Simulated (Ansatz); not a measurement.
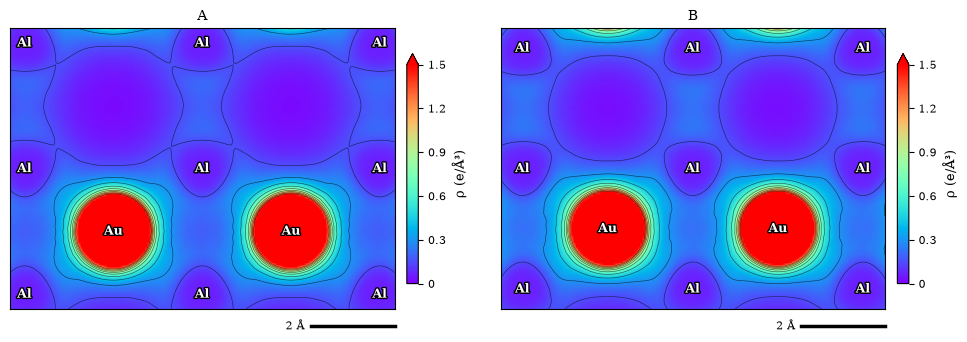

Al2Au. The valence pseudo-density of two cells that differ in size, on the (101̄) plane of each (indices in the axes of the calculation cell), at one length scale and on one colour scale: A has 18.0 Å³ an atom and B 15.9.

Space group Fm-3m; computed without spin polarisation.

The calculation used Ansatz 0.2.0, DFT PBEsol, scalar-relativistic, plane waves, PAW.

The density is the valence pseudo-density of a PAW calculation; it isn't the true density close to the nuclei.

Question: What does the compression do to the bonding and the properties?

Answer: From the larger cell to the smaller, Al–Au goes from 2.60 to 2.49 Å, and the density at its midpoint from 0.41 to 0.49 e/Å³; the pressure goes from 0.2 to 20 GPa.
